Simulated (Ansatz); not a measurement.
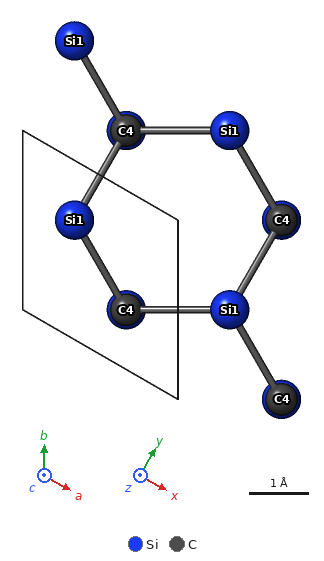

Energy scan for solid SiC (P6_3mc), in which the cell is strained in shear in the xy plane, with the atoms kept at their fractional coordinates. x, y and z are the Cartesian axes of the input. The picture shows the reference cell. The picture is a ball-and-stick view of the cell of the calculation, repeated 2 × 2 × 1 with one cell outlined, seen along the c axis.

The calculation used Ansatz 0.2.0, DFT PBE, scalar-relativistic, plane waves, PAW. (plane-wave cutoff 420 eV; k-point mesh 12 × 12 × 6; occupations gaussian; smearing width 0.05 eV; no spin polarisation). Energies (free energies at the smearing named) are counted from the cell as listed in its source, which wasn't relaxed.

```xyz
4
Lattice="3.0760 0.0000 0.0000 -1.5380 2.6639 0.0000 0.0000 0.0000 5.0480" Properties=species:S:1:pos:R:3 pbc="T T T"
Si    0.0000    1.7759    0.0000
Si    1.5380    0.8880    2.5240
C     0.0000    1.7759    1.9435
C     1.5380    0.8880    4.4675
```

> Give the energy at each point (the strain: −0.040, −0.030, −0.020, −0.010, 0.000, 0.005, 0.010, 0.015, 0.020, 0.025, 0.030, 0.035, 0.040).

```tsv
engineering shear strain	ΔE (meV/atom)
−0.040	12.8
−0.030	7.2
−0.020	3.2
−0.010	0.8
0.000	0.0
0.005	0.2
0.010	0.8
0.015	1.8
0.020	3.2
0.025	5.0
0.030	7.2
0.035	9.8
0.040	12.8
```

Points that are alike by symmetry were computed once.

The lowest computed point lies at the strain 0.00 (0.0 meV/atom). The unrelaxed reference is under a pressure of 3.7 GPa. The distortion takes the space group from P6_3mc to P2_1. At the strain −0.04 the cell of the drawing goes a 3.076 → 3.077 Å, b 3.076 → 3.129 Å, γ 120.0° → 121.7°.

As a plot (hollow markers are points alike by symmetry):

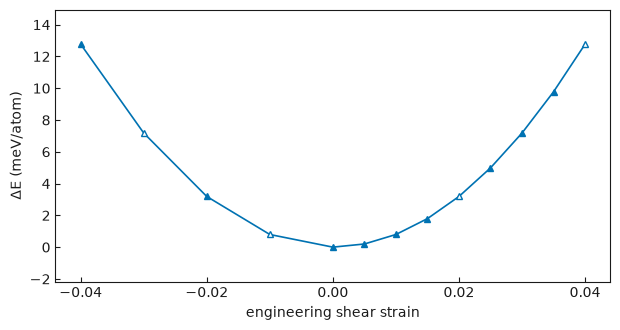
